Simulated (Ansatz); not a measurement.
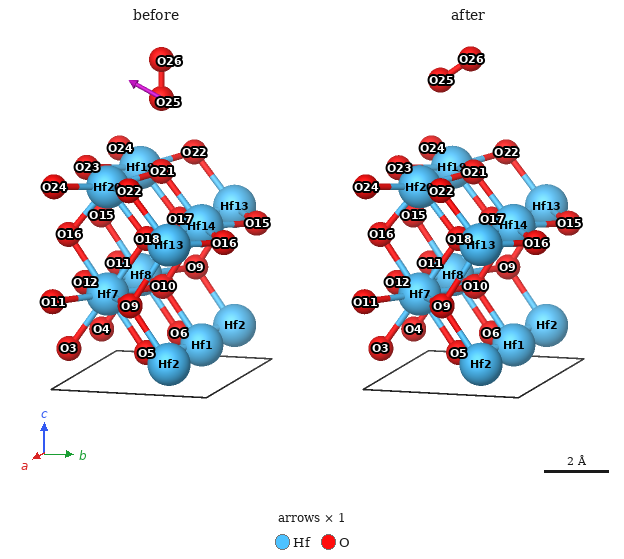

The structure of a slab of composition Hf4O9 (cut from the Fm-3m phase) before (left) and after (right) a constrained relaxation, at one scale. The purple arrows give the displacements, at their true length.

The picture is a ball-and-stick view of the cell of the calculation, outlined in the plane, without the vacuum (origin shifted), seen slightly off an axis.

Case: 1 O2 a cell, upright, over a top O site. The slab is the (1 1 0) face of HfO2 with O2 on it. 12 atoms are held fixed.

Level of theory: DFT PBE+D3(BJ), scalar-relativistic, plane waves, PAW (Ansatz).

The input:
```yaml
crystal:
  lattice:
    - [7.1741418864, 0.0, 0.0]
    - [0.0, 5.0728843771, 0.0]
    - [0.0, 0.0, 24.6155064148]
  atoms:
    - { symbol: Hf, position: [0.25, 0.5, 0.3249983919] }
    - { symbol: Hf, position: [0.75, 0.5, 0.3249983919] }
    - { symbol: O, position: [0.5, 0.75, 0.3249983919] }
    - { symbol: O, position: [0.0, 0.75, 0.3249983919] }
    - { symbol: O, position: [0.5, 0.25, 0.3249983919] }
    - { symbol: O, position: [0.0, 0.25, 0.3249983919] }
    - { symbol: Hf, position: [0.5, 0.0, 0.3978604099] }
    - { symbol: Hf, position: [0.0, 0.0, 0.3978604099] }
    - { symbol: O, position: [0.75, 0.25, 0.3978604099] }
    - { symbol: O, position: [0.25, 0.25, 0.3978604099] }
    - { symbol: O, position: [0.75, 0.75, 0.3978604099] }
    - { symbol: O, position: [0.25, 0.75, 0.3978604099] }
    - { symbol: Hf, position: [0.75, 0.5, 0.4789071245] }
    - { symbol: Hf, position: [0.25, 0.5, 0.4789071245] }
    - { symbol: O, position: [0.0, 0.7477188765, 0.4722325923] }
    - { symbol: O, position: [0.5, 0.7477188765, 0.4722325923] }
    - { symbol: O, position: [0.0, 0.2522811235, 0.4722325923] }
    - { symbol: O, position: [0.5, 0.2522811235, 0.4722325923] }
    - { symbol: Hf, position: [0.0, 0.0, 0.5362583439] }
    - { symbol: Hf, position: [0.5, 0.0, 0.5362583439] }
    - { symbol: O, position: [0.25, 0.2406992881, 0.5463950089] }
    - { symbol: O, position: [0.75, 0.2406992881, 0.5463950089] }
    - { symbol: O, position: [0.25, 0.7593007119, 0.5463950089] }
    - { symbol: O, position: [0.75, 0.7593007119, 0.5463950089] }
    - { symbol: O, position: [0.25, 0.2406992881, 0.6406445425], spin: 2.0 }
    - { symbol: O, position: [0.25, 0.2406992881, 0.6908121068] }
basis:
  ecutwfc: 420
kpoints:
  mp_grid: { grid: [2, 3, 1] }
hamiltonian:
  xc: pbe
  dispersion: d3bj
scf:
  occupations: { method: gaussian, width: 0.05 }
output:
  forces: true
  eigenvalues: true
  populations: true
magnetization:
  spin_polarized: true
relax:
  adjacent_minimum: "off"
  f_tol: 0.04
  max_steps: 100
  constraints: [{ sites: [0, 1, 2, 3, 4, 5, 6, 7, 8, 9, 10, 11] }]
efield:
  axis: 3
  dipole_correction: true
  ramp_width: 0.04
```

Run as
```bash
ansatz run input.yaml --threads 8 --pin off --max-ram 20480MiB --backend cpu --events-out ev --progress --plain --runs-dir out
```

### What changed between the two?

Over 13 accepted moves (17 points after the start) the energy falls by 0.267 eV per cell of the calculation. The largest force component goes from 1.2 to 0.026 eV/Å. The line search rejected the trial steps at points 6, 11, 13, 16 of the run. The forces were under the threshold at step 12, but the run went on from there. The largest move is that of O25, 1.20 Å at 64° to the normal (+c side). Largest moves by element: O 1.20 Å, Hf 0.02 Å. The cell stays as it was. Among the contacts that change: Hf14–O21 2.119 → 2.100 Å, O11–Hf13 2.364 → 2.379 Å, Hf13–O22 2.119 → 2.107 Å, O25–O26 1.235 → 1.227 Å. The run may lie on a higher electronic state than the lowest, so the end point isn't shown to be the ground-state structure. The run took 7.8 min on 8 threads of Intel(R) Xeon(R) 6975P-C (Granite Rapids), with other jobs on the host, peak memory 5 GiB.

Limits of the set-up: the periodic images lie only 5.1 Å apart, so the values are limited by the cell's size.
